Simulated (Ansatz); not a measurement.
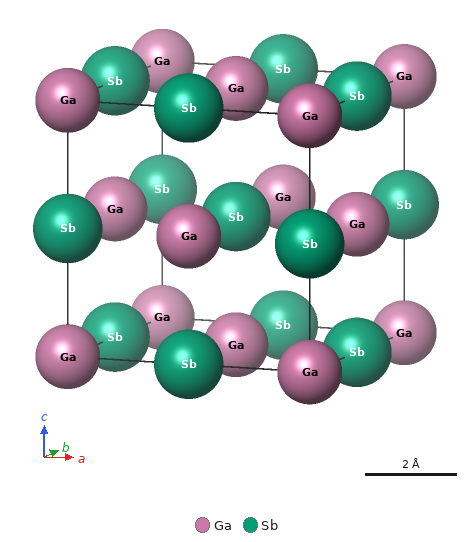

The input geometry (spheres-only view of the cell 4 times as large as that of the calculation, set on its symmetry axes, seen slightly off an axis). An atom can appear more than once, as a periodic image.

# Elastic-constant calculation, with input and output: GaSb (part 1 of 4)

GaSb (Fm-3m, 2 atoms in the cell), computed with DFT HSE06, scalar-relativistic, plane waves, PAW, no spin polarisation (Ansatz 0.2.0).

It belongs to a series of runs on one base structure; here: elastic constants, atoms relaxed.

## Log
```
band count auto-derived: 19 (N_el = 28.0; filled up to band 14; 18 by the electrons, moments and atoms)
Engine: ansatz 0.2.0, x86_64-unknown-linux-gnu
Pseudopotentials: kind: paw
Pseudopotential: Ga, paw, valence charge 13, recommended cutoff 420 eV (normal), Ga.paw.azcp
Pseudopotential: Sb, paw, valence charge 15, recommended cutoff 420 eV (normal), Sb.paw.azcp
Functional definition: HSE06
  parameter a = 0.25
  parameter omega = 0.11/bohr
  exchange = pbe_x - a*pbe_x_sr(omega) + a*exact_x_sr(omega)
  correlation = pbe_c
Crystal: 2 atoms, lattice volume = 47.137 Å³
Basis set: ecut = 420 eV, 941 PW (Γ), exchange–correlation on 60×60×60 points (8 copies of the dense FFT grid, shifted against one another)
Bands: 19, of which v1, the nominal top of the filled ones, is band 14 counted from 1 (13 counted from 0)
Symmetry: 48 space group operations
Space group: Fm-3m (ITA 225), of the structure as read, at distance tolerance 3.6e-5 Å
k-points: 47 of 1000
Non-local potential: Ga, projectors of the file, l = 0: 2, l = 1: 2, l = 2: 3, l = 3: 1
Non-local potential: Sb, projectors of the file, l = 0: 2, l = 1: 2, l = 2: 2, l = 3: 2
PAW form: soft (Blöchl's): semilocal exchange-correlation on the pseudo side does not see the compensation charge
PAW frozen core: Ga, regenerated for the run's functional, and the local potential with it (the file was generated under x = pbe(κ = 0.804, μ = 0.2195149727645171), c = pbe(β = 0.06672455060314922))
PAW frozen core: Sb, regenerated for the run's functional, and the local potential with it (the file was generated under x = pbe(κ = 0.804, μ = 0.2195149727645171), c = pbe(β = 0.06672455060314922))
PAW one-centre angular grid: Ga, 590 points (default); XC on 64 Gauss nodes
PAW one-centre angular grid: Sb, 590 points (default); XC on 64 Gauss nodes
Initial density: superposition of atomic densities (neutral atoms: chi_scale 0, normalization atom), corrected by the library's trained network
Initial wavefunctions: pseudopotential atomic-orbital guess
Functional: x = pbe(κ = 0.804, μ = 0.2195149727645171), c = pbe(β = 0.06672455060314922), warm-up for x = pbe(κ = 0.804, μ = 0.2195149727645171) + 0.25 (exact − pbe) at short range (hse, ω = 0.20786987370883472 Å⁻¹), c = pbe(β = 0.06672455060314922); HSE06 as pw.x's `hse` composes it (authors' and Libxc's form: `xc: wpbeh`)
SCF iter   1: F=—  HF=-10267.446591 eV  |F-HF|=—  |Δ(HF+E_count)|=         —  Δρ=1.67e-3  dr2=1.73e-3  ethr=1.77e-3  ⟨swp⟩=7.6  Hψ=3635  notcnv=0
preconditioner: auto → Kerker (q_TF=auto, 2.501 Å⁻¹)  [metal: Δε(μ)=0.047 eV  Ē_g=15.488 eV  σ=0.150 eV  W_gap=0.08  n_scr=14 (ndim 8)  ℏωp=22.9 eV  f_vac=0.000  D(μ)=1.26/eV (n_scr^D=14)]
SCF iter   2: F=—  HF=-10267.446944 eV  |F-HF|=—  |Δ(HF+E_count)|=   3.53e-4  Δρ=1.07e-3  dr2=8.06e-4  ethr=6.17e-6  ⟨swp⟩=3.0  Hψ=2120  notcnv=0
iter 3 solved again at ethr=1.15e-7 eV; its pass at ethr=2.88e-6 eV (dr2=3.23e-5 eV) is discarded
SCF iter   3: F=—  HF=-10267.446916 eV  |F-HF|=—  |Δ(HF+E_count)|=   2.78e-5  Δρ=2.13e-4  dr2=3.16e-5  ethr=1.15e-7  ⟨swp⟩=2.3  Hψ=3377  notcnv=0
SCF iter   4: F=—  HF=-10267.446926 eV  |F-HF|=—  |Δ(HF+E_count)|=   9.72e-6  Δρ=1.11e-4  dr2=3.40e-6  ethr=1.13e-7  ⟨swp⟩=3.9  Hψ=2091  notcnv=0
SCF iter   5: F=—  HF=-10267.446925 eV  |F-HF|=—  |Δ(HF+E_count)|=   1.53e-6  Δρ=4.03e-5  dr2=1.08e-6  ethr=1.21e-8  ⟨swp⟩=4.0  Hψ=2342  notcnv=0
SCF iter   6: F=—  HF=-10267.446925 eV  |F-HF|=—  |Δ(HF+E_count)|=   1.23e-7  Δρ=1.55e-5  dr2=1.19e-7  ethr=3.86e-9  ⟨swp⟩=3.0  Hψ=1982  notcnv=0
SCF iter   7: F=—  HF=-10267.446925 eV  |F-HF|=—  |Δ(HF+E_count)|=   1.01e-7  Δρ=5.25e-6  dr2=8.18e-9  ethr=4.23e-10  ⟨swp⟩=3.0  Hψ=1796  notcnv=0
SCF iter   8: F=—  HF=-10267.446925 eV  |F-HF|=—  |Δ(HF+E_count)|=   9.64e-9  Δρ=1.01e-6  dr2=2.81e-10  ethr=2.92e-11  ⟨swp⟩=4.0  Hψ=2191  notcnv=0
SCF iter   9: F=—  HF=-10267.446925 eV  |F-HF|=—  |Δ(HF+E_count)|=  3.93e-10  Δρ=2.80e-7  dr2=3.12e-11  ethr=1.00e-12  ⟨swp⟩=4.0  Hψ=2205  notcnv=0
SCF iter  10: F=—  HF=-10267.446925 eV  |F-HF|=—  |Δ(HF+E_count)|=  1.09e-11  Δρ=5.77e-8  dr2=1.39e-12  ethr=1.00e-12  ⟨swp⟩=2.0  Hψ=1581  notcnv=0
SCF iter  11: F=—  HF=-10267.446925 eV  |F-HF|=—  |Δ(HF+E_count)|=    0.00e0  Δρ=9.36e-9  dr2=1.71e-14  ethr=1.00e-12  ⟨swp⟩=2.0  Hψ=1580  notcnv=0
SCF iter  12: F=—  HF=-10267.446925 eV  |F-HF|=—  |Δ(HF+E_count)|=  3.64e-12  Δρ=9.94e-9  dr2=2.96e-14  ethr=1.00e-12  ⟨swp⟩=2.0  Hψ=1580  notcnv=0
SCF iter  13: F=-10267.446925 eV  HF=-10267.446925 eV  |F-HF|=0.00e0  |Δ(HF+E_count)|=  1.82e-12  Δρ=1.72e-8  dr2=7.13e-14  ethr=1.00e-12  ⟨swp⟩=2.0  Hψ=1580  notcnv=0
SCF 1 converged in 13 iterations: F = -10267.446925 eV  dr2 = 7.13e-14
  greatest PAW one-centre occupation: 0.995 electrons in one spin orbital (limit 2), on the Sb atom at site 1 (counted from 0), in its partial waves of l = 2
Initial density: handed on by an earlier stage of this run
Initial wavefunctions: those handed on with the density
Functional: x = pbe(κ = 0.804, μ = 0.2195149727645171) + 0.25 (exact − pbe) at short range (hse, ω = 0.20786987370883472 Å⁻¹), c = pbe(β = 0.06672455060314922); HSE06 as pw.x's `hse` composes it (authors' and Libxc's form: `xc: wpbeh`)
Exchange kernel: α = 0.2500, screened, ω = 0.2079 Å⁻¹, Wigner–Seitz truncation, v(0) = 1046.9322 eV·Å³, q-mesh 10×10×10, nearest image of the exchange supercell L = 40.55 Å, pair-density grid 24×24×24, without the augmentation charges, whose exchange is taken in its separable form by FFT convolution over the k-point mesh, smooth part of the exact exchange by density-matrix convolution
Frozen-core exchange: fock
iter 1 solved again at ethr=5.41e-5 eV; its pass at ethr=1.00e-1 eV (dr2=1.52e-2 eV) is discarded
SCF iter   1: F=—  HF=-10272.097210 eV  |F-HF|=—  |Δ(HF+E_count)|=         —  Δρ=1.24e-2  dr2=2.82e-2  ethr=5.41e-5  ⟨swp⟩=4.4  Hψ=4883  notcnv=0
eigensolver tolerance schedule calibrated: the retry pair's looser diagonalisation under-reported the residual by θ = 0.41 (0.13/decade); ethr = c·dr2/N_el runs at the constant in force after the calibration composes with the one it found (an armed cap, an earlier calibration), c = 6.4e-2
preconditioner: auto → Kerker (q_TF=auto, 2.501 Å⁻¹)  [metal: Δε(μ)=0.110 eV  Ē_g=18.124 eV  σ=0.150 eV  W_gap=0.18  n_scr=14 (ndim 8)  ℏωp=22.9 eV  f_vac=0.000  D(μ)=1.14/eV (n_scr^D=8)]
SCF iter   2: F=—  HF=-10272.084210 eV  |F-HF|=—  |Δ(HF+E_count)|=   1.30e-2  Δρ=4.24e-3  dr2=6.33e-3  ethr=5.41e-5  ⟨swp⟩=4.0  Hψ=2101  notcnv=0
SCF iter   3: F=—  HF=-10272.083235 eV  |F-HF|=—  |Δ(HF+E_count)|=   9.75e-4  Δρ=2.56e-3  dr2=2.40e-3  ethr=8.56e-6  ⟨swp⟩=3.0  Hψ=1696  notcnv=0
SCF iter   4: F=—  HF=-10272.090533 eV  |F-HF|=—  |Δ(HF+E_count)|=   7.30e-3  Δρ=1.51e-3  dr2=6.72e-4  ethr=3.23e-6  ⟨swp⟩=4.0  Hψ=2389  notcnv=0
SCF iter   5: F=—  HF=-10272.090262 eV  |F-HF|=—  |Δ(HF+E_count)|=   2.71e-4  Δρ=2.76e-4  dr2=8.09e-5  ethr=1.41e-6  ⟨swp⟩=3.1  Hψ=1827  notcnv=0
SCF iter   6: F=—  HF=-10272.090315 eV  |F-HF|=—  |Δ(HF+E_count)|=   5.31e-5  Δρ=1.40e-4  dr2=1.10e-5  ethr=1.52e-7  ⟨swp⟩=3.6  Hψ=2029  notcnv=0
SCF iter   7: F=-10272.090314 eV  HF=-10272.090314 eV  |F-HF|=2.35e-8  |Δ(HF+E_count)|=   9.91e-7  Δρ=2.13e-5  dr2=4.58e-7  ethr=1.83e-8  ⟨swp⟩=3.1  Hψ=2088  notcnv=0
SCF 2 stopped early in 7 iterations: F = -10272.090314 eV  dr2 = 4.58e-7
[... from here on the iterations of each SCF are left out, up to the last one ...]
  Residual-converged pass: ⟨swp⟩=4.0  Hψ=2307  notcnv=0  max |occ|·‖R‖ = 6.5e-6 eV (tolerance 6.7e-6 eV)  dr2=4.56e-7  dr2_onsite=1.66e-7  max |Δocc| = 5.2e-9
hybrid outer 1: dexx = +8.284e-3 eV, tail = 4.32e-5 eV
Exchange kernel: α = 0.2500, screened, ω = 0.2079 Å⁻¹, Wigner–Seitz truncation, v(0) = 1046.9322 eV·Å³, q-mesh 10×10×10, nearest image of the exchange supercell L = 40.55 Å, pair-density grid 24×24×24, without the augmentation charges, whose exchange is taken in its separable form by FFT convolution over the k-point mesh, smooth part of the exact exchange by density-matrix convolution
Frozen-core exchange: fock
preconditioner: auto → Kerker (q_TF=auto, 2.501 Å⁻¹)  [metal: Δε(μ)=0.105 eV  Ē_g=17.962 eV  σ=0.150 eV  W_gap=0.17  n_scr=14 (ndim 8)  ℏωp=22.9 eV  f_vac=0.000  D(μ)=1.14/eV (n_scr^D=8)]
SCF 3 stopped early in 5 iterations: F = -10272.089993 eV  dr2 = 1.83e-10
  Residual-converged pass: ⟨swp⟩=3.2  Hψ=2119  notcnv=0  max |occ|·‖R‖ = 4.1e-7 eV (tolerance 4.1e-7 eV)  dr2=1.76e-10  dr2_onsite=1.21e-11  max |Δocc| = 6.7e-12
hybrid outer 2: dexx = +6.478e-7 eV, tail = 1.21e-8 eV, Δε = 3.80e-3 eV (about 8.41e-5 eV left of the loop's levels), ΔF = 2.10e-29 eV/Å (tail inf)
Exchange kernel: α = 0.2500, screened, ω = 0.2079 Å⁻¹, Wigner–Seitz truncation, v(0) = 1046.9322 eV·Å³, q-mesh 10×10×10, nearest image of the exchange supercell L = 40.55 Å, pair-density grid 24×24×24, without the augmentation charges, whose exchange is taken in its separable form by FFT convolution over the k-point mesh, smooth part of the exact exchange by density-matrix convolution
Frozen-core exchange: fock
preconditioner: auto → Kerker (q_TF=auto, 2.501 Å⁻¹)  [metal: Δε(μ)=0.105 eV  Ē_g=17.961 eV  σ=0.150 eV  W_gap=0.17  n_scr=14 (ndim 8)  ℏωp=22.9 eV  f_vac=0.000  D(μ)=1.14/eV (n_scr^D=8)]
SCF 4 converged in 6 iterations: F = -10272.089993 eV  dr2 = 1.73e-14
  Residual-converged pass: ⟨swp⟩=4.0  Hψ=2383  notcnv=0  max |occ|·‖R‖ = 9.9e-9 eV (tolerance 1.0e-8 eV)  dr2=3.22e-14  dr2_onsite=2.99e-14  max |Δocc| = 2.0e-13
hybrid outer 3: dexx = +2.894e-10 eV, tail = 4.09e-12 eV, Δε = 4.90e-5 eV (about 1.24e-6 eV left of the loop's levels), ΔF = 6.31e-30 eV/Å (tail inf)
Crystal: 2 atoms, lattice volume = 46.665 Å³
Basis set: ecut = 420 eV, 925 PW (Γ), exchange–correlation on 60×60×60 points (8 copies of the dense FFT grid, shifted against one another)
Symmetry: 16 space group operations
k-points: 102 of 1000
Initial wavefunctions: pseudopotential atomic-orbital guess (no wavefunctions were taken with the density)
preconditioner: auto → Kerker (q_TF=auto, 2.506 Å⁻¹)  [metal: Δε(μ)=0.038 eV  Ē_g=21.635 eV  σ=0.150 eV  W_gap=0.06  n_scr=14 (ndim 8)  ℏωp=28.8 eV  f_vac=0.000  D(μ)=1.24/eV (n_scr^D=8)]
SCF 5 converged in 15 iterations: F = -10267.438645 eV  dr2 = 4.22e-15
Exchange kernel: α = 0.2500, screened, ω = 0.2079 Å⁻¹, Wigner–Seitz truncation, v(0) = 1046.9322 eV·Å³, q-mesh 10×10×10, nearest image of the exchange supercell L = 40.34 Å, pair-density grid 24×24×24, without the augmentation charges, whose exchange is taken in its separable form by FFT convolution over the k-point mesh, smooth part of the exact exchange by density-matrix convolution
Frozen-core exchange: fock
eigensolver tolerance schedule calibrated: the retry pair's looser diagonalisation under-reported the residual by θ = 0.41 (0.13/decade); ethr = c·dr2/N_el runs at the constant in force after the calibration composes with the one it found (an armed cap, an earlier calibration), c = 6.4e-2
preconditioner: auto → Kerker (q_TF=auto, 2.506 Å⁻¹)  [metal: Δε(μ)=0.060 eV  Ē_g=18.177 eV  σ=0.150 eV  W_gap=0.10  n_scr=14 (ndim 8)  ℏωp=23.1 eV  f_vac=0.000  D(μ)=1.13/eV (n_scr^D=8)]
SCF 6 stopped early in 7 iterations: F = -10272.087984 eV  dr2 = 4.35e-7
  Residual-converged pass: ⟨swp⟩=4.0  Hψ=5153  notcnv=0  max |occ|·‖R‖ = 6.6e-6 eV (tolerance 6.7e-6 eV)  dr2=4.34e-7  dr2_onsite=1.85e-7  max |Δocc| = 7.7e-9
hybrid outer 1: dexx = +8.230e-3 eV, tail = 4.31e-5 eV
Exchange kernel: α = 0.2500, screened, ω = 0.2079 Å⁻¹, Wigner–Seitz truncation, v(0) = 1046.9322 eV·Å³, q-mesh 10×10×10, nearest image of the exchange supercell L = 40.34 Å, pair-density grid 24×24×24, without the augmentation charges, whose exchange is taken in its separable form by FFT convolution over the k-point mesh, smooth part of the exact exchange by density-matrix convolution
Frozen-core exchange: fock
preconditioner: auto → Kerker (q_TF=auto, 2.506 Å⁻¹)  [metal: Δε(μ)=0.078 eV  Ē_g=18.014 eV  σ=0.150 eV  W_gap=0.13  n_scr=14 (ndim 8)  ℏωp=23.1 eV  f_vac=0.000  D(μ)=1.12/eV (n_scr^D=8)]
SCF 7 stopped early in 5 iterations: F = -10272.087666 eV  dr2 = 1.70e-10
  Residual-converged pass: ⟨swp⟩=3.0  Hψ=4479  notcnv=0  max |occ|·‖R‖ = 4.0e-7 eV (tolerance 4.1e-7 eV)  dr2=1.67e-10  dr2_onsite=1.48e-11  max |Δocc| = 4.6e-12
hybrid outer 2: dexx = +6.484e-7 eV, tail = 1.20e-8 eV, Δε = 3.82e-3 eV (about 8.47e-5 eV left of the loop's levels), ΔF = 3.16e-29 eV/Å (tail inf)
Exchange kernel: α = 0.2500, screened, ω = 0.2079 Å⁻¹, Wigner–Seitz truncation, v(0) = 1046.9322 eV·Å³, q-mesh 10×10×10, nearest image of the exchange supercell L = 40.34 Å, pair-density grid 24×24×24, without the augmentation charges, whose exchange is taken in its separable form by FFT convolution over the k-point mesh, smooth part of the exact exchange by density-matrix convolution
Frozen-core exchange: fock
preconditioner: auto → Kerker (q_TF=auto, 2.506 Å⁻¹)  [metal: Δε(μ)=0.078 eV  Ē_g=18.013 eV  σ=0.150 eV  W_gap=0.13  n_scr=14 (ndim 8)  ℏωp=23.1 eV  f_vac=0.000  D(μ)=1.12/eV (n_scr^D=8)]
SCF 8 converged in 6 iterations: F = -10272.087666 eV  dr2 = 2.00e-14
  Residual-converged pass: ⟨swp⟩=4.0  Hψ=5241  notcnv=0  max |occ|·‖R‖ = 9.9e-9 eV (tolerance 1.0e-8 eV)  dr2=5.39e-14  dr2_onsite=4.34e-14  max |Δocc| = 2.5e-13
hybrid outer 3: dexx = +2.950e-10 eV, tail = 4.26e-12 eV, Δε = 5.04e-5 eV (about 1.30e-6 eV left of the loop's levels), ΔF = 1.89e-29 eV/Å (tail inf)
```
